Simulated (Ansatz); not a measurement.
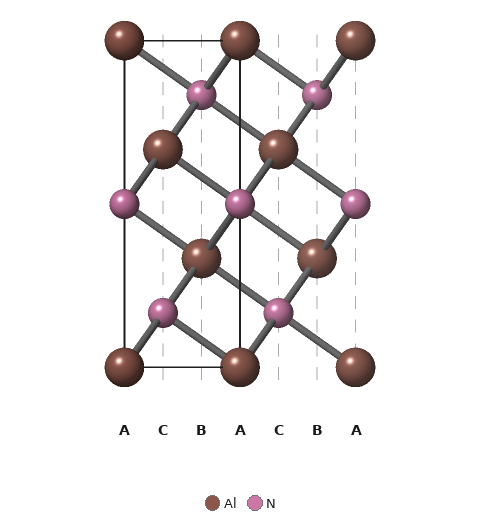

Projection along an edge of the hexagonal mesh, stacking direction [111] upwards. The dashed lines mark the three columns A (0, 0), B (1/3, 2/3) and C (2/3, 1/3). The box is the hexagonal cell of the face-centred cubic lattice. The sequence starts with the first layer at or above the cell's origin.

AlN. Coordinates: the input geometry of an electronic-structure calculation (not necessarily at equilibrium); the starting structure was generated, so it need not be a known form of this composition.

### List the layers of one repeat.

Al(A) – N(C) – Al(B) – N(A) – Al(C) – N(B) (six layers in 6.99 Å).

### How are the N layers alone stacked?

N layers alone: CAB, the cubic close-packed type.

### Which positions between or in the N layers do the other atoms fill?

Al: three octahedral sites, counted in one hexagonal cell.
